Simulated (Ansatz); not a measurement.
# Geometry relaxation, with input and output: Mo (part 1 of 2)

Mo (P6₃/mmc, 2 atoms in the cell), computed with DFT, PBE, PAW with Ansatz's default frozen-core files, scalar-relativistic, no spin polarisation (Ansatz 0.2.0).

Its volume is 0.88 times that of the source entry. It belongs to a series of runs on one base structure; here: shape and atoms relaxed at 0.88 of the volume.

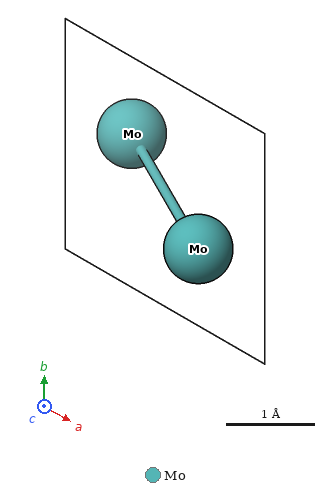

The input geometry (ball-and-stick view of the cell of the calculation, along the c axis). Near neighbours in the crystal (not all of them lie inside the picture): Mo has 12 Mo at 2.64 to 2.80 Å.

Summary

- outcome: converged
- space group (tolerance 0.01 Å): P6₃/mmc (194)
- electrons treated: 28
- free energy: −9910.7763 eV
- Fermi energy: 23.243 eV
- pressure: 38.81 GPa
- final volume: 28.36 Å³
- largest force (length of the vector) at the end: under 0.001 eV/Å
- final cell: a = 2.662 Å, b = 2.662 Å, c = 4.621 Å, α = 90.00°, β = 90.00°, γ = 120.00°
- hardware: 1 thread of Arm Neoverse V1, 24 GiB of memory available, shared host
- wall time: 16 s
- peak memory: 0.34 GiB

Notes

The cell is under a pressure of 39 GPa at this level, so it is not at its equilibrium volume.

Input file
```yaml
crystal:
  lattice:
    - [2.6430082734, 0.0, 0.0]
    - [-1.3215041367, 2.2889123072, 0.0]
    - [0.0, 0.0, 4.6878080023]
  atoms:
    - { symbol: Mo, position: [0.3333333333, 0.6666666667, 0.25] }
    - { symbol: Mo, position: [0.6666666667, 0.3333333333, 0.75] }
kpoints:
  mp_grid: { grid: [15, 15, 8] }
scf:
  occupations: { method: fermi_dirac, width: 0.08 }
hamiltonian:
  xc: pbe
  pseudopotentials: { kind: paw }
output:
  forces: true
  stress: true
  write_density: true
  write_potential: true
  elf: true
  volumetric_format: npy
relax:
  f_tol: 0.005
  max_steps: 30
  cell: { stress_tol: 0.06, fix: [volume] }
```

Command:
```bash
ansatz run input.yaml --threads 1 --pin off --max-ram 2048MiB --backend cpu --events-out ev --progress --plain --runs-dir out
```

The program's output
```
Engine: ansatz 0.2.0, aarch64-unknown-linux-gnu
Pseudopotentials: kind: paw
Pseudopotential: Mo, paw, valence charge 14, recommended cutoff 420 eV (normal), Mo.paw.azcp
Functional definition: PBE
  parameter kappa = 0.804
  parameter beta = 0.06672455060314922
  exchange = pbe_x(kappa = kappa, mu = beta*pi^2/3)
  correlation = pbe_c(beta = beta)
Crystal: 2 atoms, lattice volume = 28.359 Å³
Basis set: ecut = 420 eV, 549 PW (Γ), exchange–correlation on 36×36×64 points (8 copies of the dense FFT grid, shifted against one another)
Bands: 18, of which v1, the nominal top of the filled ones, is band 14 counted from 1 (13 counted from 0)
Symmetry: 24 space group operations
Space group: P63/mmc (ITA 194), of the structure as read, at distance tolerance 3.0e-5 Å
k-points: 135 of 1800
Non-local potential: Mo, projectors of the file, l = 0: 3, l = 1: 2, l = 2: 2, l = 3: 1
PAW form: soft (Blöchl's): semilocal exchange-correlation on the pseudo side does not see the compensation charge
PAW one-centre angular grid: Mo, 590 points (default); XC on 64 Gauss nodes
Initial density: superposition of atomic densities (neutral atoms: chi_scale 0, normalization atom), corrected by the library's trained network
Initial wavefunctions: pseudopotential atomic-orbital guess
Functional: x = pbe(κ = 0.804, μ = 0.2195149727645171), c = pbe(β = 0.06672455060314922)
SCF iter   1: F=—  HF=-9910.770125 eV  |F-HF|=—  |Δ(HF+E_count)|=         —  Δρ=7.19e-3  dr2=1.01e-2  ethr=1.77e-3  ⟨swp⟩=5.1  Hψ=10904  notcnv=0
preconditioner: auto → none  [metal: Δε(μ)=0.018 eV  Ē_g=5.049 eV  σ=0.080 eV  W_gap=0.06  n_scr=4 (ndim 8)  ℏωp=24.2 eV  f_vac=0.000  D(μ)=2.33/eV (n_scr^D=34)  sad-step TF]
SCF iter   2: F=—  HF=-9910.768577 eV  |F-HF|=—  |Δ(HF+E_count)|=   1.55e-3  Δρ=4.43e-3  dr2=4.00e-3  ethr=3.61e-5  ⟨swp⟩=1.2  Hψ=3559  notcnv=0
SCF iter   3: F=—  HF=-9910.767895 eV  |F-HF|=—  |Δ(HF+E_count)|=   6.81e-4  Δρ=3.61e-4  dr2=1.81e-5  ethr=1.43e-5  ⟨swp⟩=2.1  Hψ=3393  notcnv=0
SCF iter   4: F=—  HF=-9910.767933 eV  |F-HF|=—  |Δ(HF+E_count)|=   3.74e-5  Δρ=1.71e-4  dr2=7.01e-6  ethr=6.46e-8  ⟨swp⟩=2.0  Hψ=4407  notcnv=0
iter 5 did not close the SCF: its close was put off for the readings that it lacked (scf_convergence_deferred on its scf_iter line)
SCF iter   5: F=-9910.767930 eV  HF=-9910.767930 eV  |F-HF|=5.83e-9  |Δ(HF+E_count)|=   3.06e-6  Δρ=2.04e-5  dr2=4.67e-8  ethr=2.50e-8  ⟨swp⟩=2.0  Hψ=4025  notcnv=0
SCF iter   6: F=-9910.767930 eV  HF=-9910.767930 eV  |F-HF|=5.82e-10  |Δ(HF+E_count)|=   1.15e-8  Δρ=4.37e-6  dr2=2.88e-9  ethr=1.67e-10  ⟨swp⟩=5.0  Hψ=14025  notcnv=0
SCF 1 converged in 6 iterations: F = -9910.767930 eV  dr2 = 2.88e-9
  greatest PAW one-centre occupation: 0.999 electrons in one spin orbital (limit 2), on the Mo atom at site 1 (counted from 0), in its partial waves of l = 0
relax step   1: F+E_penalty+E_count = -9910.76792961 eV  Δ(F+E_penalty+E_count) = +0.000e0 eV  max|allowed force component| = 2.197e-17 eV/Å  Δτ_max = 0.0000 Å  P = +39.576 GPa  Ω = 28.359 Å³  fix = [volume]  reactions: volume +39.576 GPa  (6 SCF iters, dr2 threshold 1.00e-7 eV, accepted)
Initial density: handed on by an earlier stage of this run
Initial wavefunctions: those handed on with the density
iter 1 solved again at ethr=1.41e-5 eV; its pass at ethr=3.10e-3 eV (dr2=3.96e-3 eV) is discarded
SCF iter   1: F=—  HF=-9910.776908 eV  |F-HF|=—  |Δ(HF+E_count)|=         —  Δρ=4.88e-3  dr2=4.04e-3  ethr=1.41e-5  ⟨swp⟩=1.2  Hψ=14334  notcnv=0
preconditioner: auto → none  [metal: Δε(μ)=0.014 eV  Ē_g=5.035 eV  σ=0.080 eV  W_gap=0.04  n_scr=8 (ndim 8)  ℏωp=24.2 eV  f_vac=0.000  D(μ)=2.61/eV (n_scr^D=34)]
SCF iter   2: F=—  HF=-9910.775760 eV  |F-HF|=—  |Δ(HF+E_count)|=   1.15e-3  Δρ=1.86e-3  dr2=3.46e-4  ethr=1.41e-5  ⟨swp⟩=2.3  Hψ=3475  notcnv=0
SCF iter   3: F=—  HF=-9910.775726 eV  |F-HF|=—  |Δ(HF+E_count)|=   3.38e-5  Δρ=4.55e-4  dr2=1.61e-5  ethr=1.23e-6  ⟨swp⟩=1.0  Hψ=2432  notcnv=0
SCF iter   4: F=—  HF=-9910.775748 eV  |F-HF|=—  |Δ(HF+E_count)|=   2.23e-5  Δρ=1.74e-5  dr2=2.32e-8  ethr=5.74e-8  ⟨swp⟩=1.0  Hψ=2430  notcnv=0
iter 5 did not close the SCF: its close was put off for the readings that it lacked (scf_convergence_deferred on its scf_iter line)
SCF iter   5: F=-9910.775748 eV  HF=-9910.775748 eV  |F-HF|=8.95e-10  |Δ(HF+E_count)|=   1.69e-8  Δρ=3.56e-6  dr2=1.97e-9  ethr=8.29e-11  ⟨swp⟩=2.0  Hψ=4376  notcnv=0
SCF iter   6: F=-9910.775748 eV  HF=-9910.775748 eV  |F-HF|=0.00e0  |Δ(HF+E_count)|=  3.42e-10  Δρ=8.38e-7  dr2=5.90e-11  ethr=7.05e-12  ⟨swp⟩=3.7  Hψ=12297  notcnv=0
SCF 2 converged in 6 iterations: F = -9910.775748 eV  dr2 = 5.90e-11
relax step   2: F+E_penalty+E_count = -9910.77574811 eV  Δ(F+E_penalty+E_count) = -7.819e-3 eV  max|allowed force component| = 1.156e-18 eV/Å  Δτ_max = 0.0000 Å  P = +38.594 GPa  Ω = 28.359 Å³  energy of the carried Pulay correction = -8.030e-6 eV  fix = [volume]  reactions: volume +38.594 GPa  (6 SCF iters, dr2 threshold 2.00e-7 eV, accepted)
iter 1 solved again at ethr=2.41e-7 eV; its pass at ethr=3.10e-3 eV (dr2=6.76e-5 eV) is discarded
SCF iter   1: F=—  HF=-9910.776275 eV  |F-HF|=—  |Δ(HF+E_count)|=         —  Δρ=8.77e-4  dr2=1.21e-4  ethr=2.41e-7  ⟨swp⟩=2.7  Hψ=14018  notcnv=0
eigensolver tolerance schedule calibrated: the retry pair's looser diagonalisation under-reported the residual by θ = 0.44 (0.11/decade); ethr = c·dr2/N_el runs at the constant in force after the calibration composes with the one it found (an armed cap, an earlier calibration), c = 8.6e-2
preconditioner: auto → none  [metal: Δε(μ)=0.009 eV  Ē_g=5.040 eV  σ=0.080 eV  W_gap=0.03  n_scr=2 (ndim 8)  ℏωp=24.2 eV  f_vac=0.000  D(μ)=2.53/eV (n_scr^D=34)]
SCF iter   2: F=—  HF=-9910.776264 eV  |F-HF|=—  |Δ(HF+E_count)|=   1.05e-5  Δρ=3.47e-4  dr2=1.14e-5  ethr=2.41e-7  ⟨swp⟩=2.7  Hψ=3986  notcnv=0
SCF iter   3: F=—  HF=-9910.776263 eV  |F-HF|=—  |Δ(HF+E_count)|=   1.09e-6  Δρ=8.20e-5  dr2=5.17e-7  ethr=3.48e-8  ⟨swp⟩=1.0  Hψ=2455  notcnv=0
iter 4 did not close the SCF: its close was put off for the readings that it lacked (scf_convergence_deferred on its scf_iter line)
SCF iter   4: F=-9910.776263 eV  HF=-9910.776263 eV  |F-HF|=5.82e-11  |Δ(HF+E_count)|=   2.36e-8  Δρ=3.00e-6  dr2=9.61e-10  ethr=1.58e-9  ⟨swp⟩=1.1  Hψ=2512  notcnv=0
iter 5 did not close the SCF: its close was put off for the readings that it lacked (scf_convergence_deferred on its scf_iter line)
SCF iter   5: F=-9910.776263 eV  HF=-9910.776263 eV  |F-HF|=6.00e-11  |Δ(HF+E_count)|=  2.29e-10  Δρ=7.80e-7  dr2=1.03e-10  ethr=2.95e-12  ⟨swp⟩=2.0  Hψ=4406  notcnv=0
SCF iter   6: F=-9910.776263 eV  HF=-9910.776263 eV  |F-HF|=1.82e-12  |Δ(HF+E_count)|=  2.36e-11  Δρ=2.07e-7  dr2=2.73e-12  ethr=1.00e-12  ⟨swp⟩=3.6  Hψ=10893  notcnv=0
SCF 3 converged in 6 iterations: F = -9910.776263 eV  dr2 = 2.73e-12
relax step   3: F+E_penalty+E_count = -9910.77626297 eV  Δ(F+E_penalty+E_count) = -5.149e-4 eV  max|allowed force component| = 9.252e-18 eV/Å  Δτ_max = 0.0000 Å  P = +38.754 GPa  Ω = 28.359 Å³  energy of the carried Pulay correction = -6.675e-6 eV  fix = [volume]  reactions: volume +38.754 GPa  (6 SCF iters, dr2 threshold 2.00e-7 eV, accepted)
iter 1 solved again at ethr=3.23e-8 eV; its pass at ethr=3.10e-3 eV (dr2=9.04e-6 eV) is discarded
SCF iter   1: F=—  HF=-9910.776280 eV  |F-HF|=—  |Δ(HF+E_count)|=         —  Δρ=3.20e-4  dr2=1.67e-5  ethr=3.23e-8  ⟨swp⟩=2.8  Hψ=13818  notcnv=0
preconditioner: auto → none  [metal: Δε(μ)=0.013 eV  Ē_g=5.041 eV  σ=0.080 eV  W_gap=0.04  n_scr=4 (ndim 8)  ℏωp=24.2 eV  f_vac=0.000  D(μ)=2.50/eV (n_scr^D=34)]
SCF iter   2: F=—  HF=-9910.776299 eV  |F-HF|=—  |Δ(HF+E_count)|=   1.86e-5  Δρ=1.25e-4  dr2=1.50e-6  ethr=3.23e-8  ⟨swp⟩=2.7  Hψ=4029  notcnv=0
iter 3 did not close the SCF: its close was put off for the readings that it lacked (scf_convergence_deferred on its scf_iter line)
SCF iter   3: F=-9910.776299 eV  HF=-9910.776299 eV  |F-HF|=3.40e-9  |Δ(HF+E_count)|=   1.45e-7  Δρ=3.01e-5  dr2=6.98e-8  ethr=5.37e-9  ⟨swp⟩=1.0  Hψ=2438  notcnv=0
iter 4 did not close the SCF: its close was put off for the readings that it lacked (scf_convergence_deferred on its scf_iter line)
SCF iter   4: F=-9910.776299 eV  HF=-9910.776299 eV  |F-HF|=1.64e-11  |Δ(HF+E_count)|=   4.00e-9  Δρ=1.16e-6  dr2=1.59e-10  ethr=2.49e-10  ⟨swp⟩=1.0  Hψ=2430  notcnv=0
iter 5 did not close the SCF: its close was put off for the readings that it lacked (scf_convergence_deferred on its scf_iter line)
SCF iter   5: F=-9910.776299 eV  HF=-9910.776299 eV  |F-HF|=1.09e-11  |Δ(HF+E_count)|=  5.28e-11  Δρ=3.27e-7  dr2=1.83e-11  ethr=1.00e-12  ⟨swp⟩=2.4  Hψ=4474  notcnv=0
SCF iter   6: F=-9910.776299 eV  HF=-9910.776299 eV  |F-HF|=3.64e-12  |Δ(HF+E_count)|=  7.28e-12  Δρ=8.01e-8  dr2=3.95e-13  ethr=1.00e-12  ⟨swp⟩=4.0  Hψ=10108  notcnv=0
SCF 4 converged in 6 iterations: F = -9910.776299 eV  dr2 = 3.95e-13
relax step   4: F+E_penalty+E_count = -9910.77629851 eV  Δ(F+E_penalty+E_count) = -3.555e-5 eV  max|allowed force component| = 2.776e-17 eV/Å  Δτ_max = 0.0000 Å  P = +38.814 GPa  Ω = 28.359 Å³  energy of the carried Pulay correction = -6.168e-6 eV  fix = [volume]  reactions: volume +38.814 GPa  (6 SCF iters, dr2 threshold 1.63e-7 eV, accepted)
Initial wavefunctions: pseudopotential atomic-orbital guess (no wavefunctions were taken with the density)
iter 1 solved again at ethr=4.73e-8 eV; its pass at ethr=3.10e-3 eV (dr2=1.33e-5 eV) is discarded
SCF iter   1: F=—  HF=-9910.776281 eV  |F-HF|=—  |Δ(HF+E_count)|=         —  Δρ=4.14e-5  dr2=6.75e-8  ethr=4.73e-8  ⟨swp⟩=3.4  Hψ=17637  notcnv=0
SCF iter   2: F=—  HF=-9910.776304 eV  |F-HF|=—  |Δ(HF+E_count)|=   2.29e-5  Δρ=1.90e-5  dr2=1.24e-8  ethr=2.41e-10  ⟨swp⟩=2.4  Hψ=4179  notcnv=0
SCF iter   3: F=—  HF=-9910.776304 eV  |F-HF|=—  |Δ(HF+E_count)|=   1.31e-8  Δρ=2.38e-6  dr2=2.18e-10  ethr=4.42e-11  ⟨swp⟩=2.8  Hψ=4117  notcnv=0
iter 4 did not close the SCF: its close was put off for the readings that it lacked (scf_convergence_deferred on its scf_iter line)
SCF iter   4: F=-9910.776304 eV  HF=-9910.776304 eV  |F-HF|=5.46e-12  |Δ(HF+E_count)|=  3.46e-10  Δρ=3.55e-7  dr2=8.66e-12  ethr=1.00e-12  ⟨swp⟩=2.8  Hψ=4266  notcnv=0
iter 5 did not close the SCF: its close was put off for the readings that it lacked (scf_convergence_deferred on its scf_iter line)
SCF iter   5: F=-9910.776304 eV  HF=-9910.776304 eV  |F-HF|=3.64e-12  |Δ(HF+E_count)|=  1.09e-11  Δρ=5.28e-8  dr2=5.85e-13  ethr=1.00e-12  ⟨swp⟩=1.0  Hψ=2430  notcnv=0
iter 6 did not close the SCF: its close was put off for the readings that it lacked (scf_convergence_deferred on its scf_iter line)
SCF iter   6: F=-9910.776304 eV  HF=-9910.776304 eV  |F-HF|=5.46e-12  |Δ(HF+E_count)|=  5.46e-12  Δρ=1.02e-8  dr2=1.37e-14  ethr=1.00e-12  ⟨swp⟩=1.0  Hψ=2430  notcnv=0
iter 7 did not close the SCF: its close was put off for the readings that it lacked (scf_convergence_deferred on its scf_iter line)
SCF iter   7: F=-9910.776304 eV  HF=-9910.776304 eV  |F-HF|=9.09e-12  |Δ(HF+E_count)|=  7.28e-12  Δρ=3.10e-9  dr2=2.56e-15  ethr=1.00e-12  ⟨swp⟩=1.0  Hψ=2430  notcnv=0
SCF iter   8: F=-9910.776304 eV  HF=-9910.776304 eV  |F-HF|=0.00e0  |Δ(HF+E_count)|=  5.46e-12  Δρ=6.30e-10  dr2=8.85e-17  ethr=1.00e-12  ⟨swp⟩=2.0  Hψ=6895  notcnv=0
SCF 5 converged in 8 iterations: F = -9910.776304 eV  dr2 = 8.85e-17
relax step   5: F+E_penalty+E_count = -9910.77630365 eV  Δ(F+E_penalty+E_count) = -5.135e-6 eV  max|allowed force component| = 2.486e-17 eV/Å  Δτ_max = 0.0000 Å  P = +38.812 GPa  Ω = 28.359 Å³  fix = [volume]  reactions: volume +38.812 GPa  stress off target by 3.54e-2 GPa on what of the cell is left free  SCF on the basis re-selected at this cell (its energy is not comparable with the rows above)  (8 SCF iters)
```

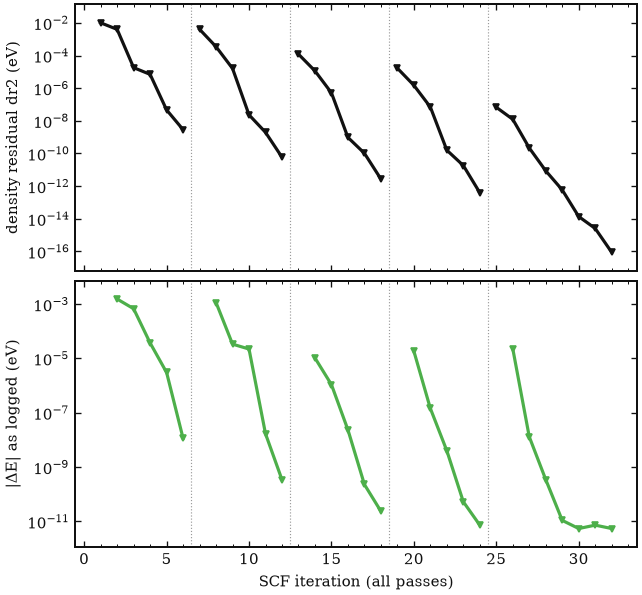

Convergence of the self-consistent field: density residual dr2 and size of the energy change against the SCF iteration. The dotted lines part the SCF passes of the relaxation: geometry steps, rejected trials and re-solves on a re-selected basis. The 5 passes take 6 to 8 iterations each, 32 in all.
